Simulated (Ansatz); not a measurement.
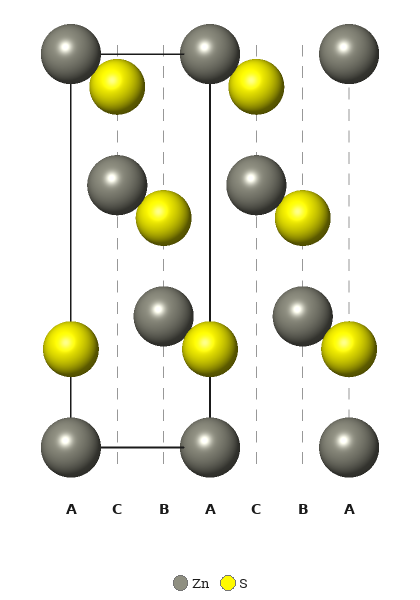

Projection along an edge of the hexagonal mesh, stacking direction [111] upwards. The dashed lines mark the three columns A (0, 0), B (1/3, 2/3) and C (2/3, 1/3). The box is the hexagonal cell of the face-centred cubic lattice. The sequence starts with the first layer at or above the cell's origin.

System ZnS (space group F-43m, No. 216); source of the atomic positions: a calculation's input that goes back to an entry of the Crystallography Open Database (an earlier step may have relaxed or displaced it).

Question: Give the sequence of layers in one repeat, with element and column.

Answer: Zn(A) – S(A) – Zn(B) – S(B) – Zn(C) – S(C) (six layers in 9.37 Å).

Question: How are the S layers alone stacked?

Answer: S layers alone: ABC, the cubic close-packed type.

Question: Which positions between or in the S layers do the other atoms fill?

Answer: Zn: three tetrahedral sites, counted in one hexagonal cell.

Question: What short polytype symbol fits?

Answer: Polytype symbol 3C, the symbol of a tetrahedral polytype (number of double layers in the repeat and lattice).

Heights of the layers:

```tsv
layer	atoms (column)	height (Å)	to next (Å)
1	Zn(A)	0.00	2.34
2	S(A)	2.34	0.78
3	Zn(B)	3.12	2.34
4	S(B)	5.47	0.78
5	Zn(C)	6.25	2.34
6	S(C)	8.59	0.78
```
